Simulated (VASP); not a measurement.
```xyz
12
Lattice="7.7338 0.0000 0.0000 0.0000 3.8669 0.0000 0.0000 0.0000 12.4358" Properties=species:S:1:pos:R:3 pbc="T T T"
Si    6.6634    0.0000    3.4999
Si    4.4460    0.0000    2.7400
Si    4.0435    1.9334    4.1171
Si    0.0895    1.9334    4.1221
Si    2.0674    1.9334    5.5053
Si    5.8917    1.9334    5.5675
Si    5.8917    0.0000    6.8683
Si    2.0674    0.0000    6.9305
Si    4.0435    0.0000    8.3187
Si    0.0895    0.0000    8.3137
Si    6.6634    1.9334    8.9359
Si    4.4460    1.9334    9.6958
```

These are results of VASP, Kohn-Sham DFT of a periodic cell, PBE, VASP PAW PBE potentials, recommended, not measurements.

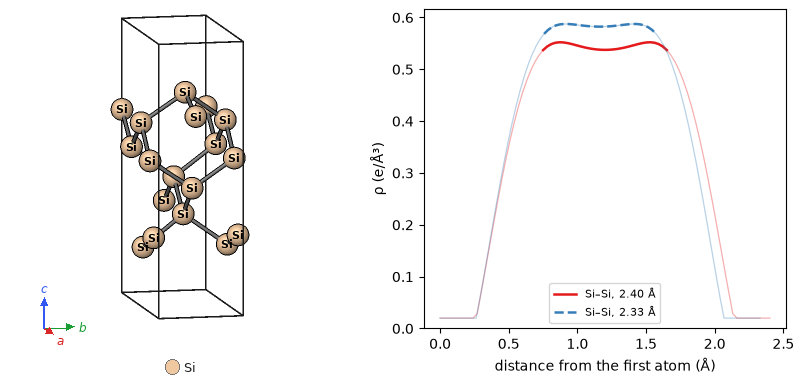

Si (slab). Valence electron density along straight lines between neighbouring atoms. Thin, pale parts lie inside the atomic spheres. The structure is drawn too.

The density is the valence pseudo-density of a PAW calculation; it isn't the true density close to the nuclei.

What can be read from the curves?

Answer. Si–Si (2.40 Å): ρ is about 0.54 e/Å³ halfway.
Si–Si (2.33 Å): ρ at the midpoint is about 0.58 e/Å³.
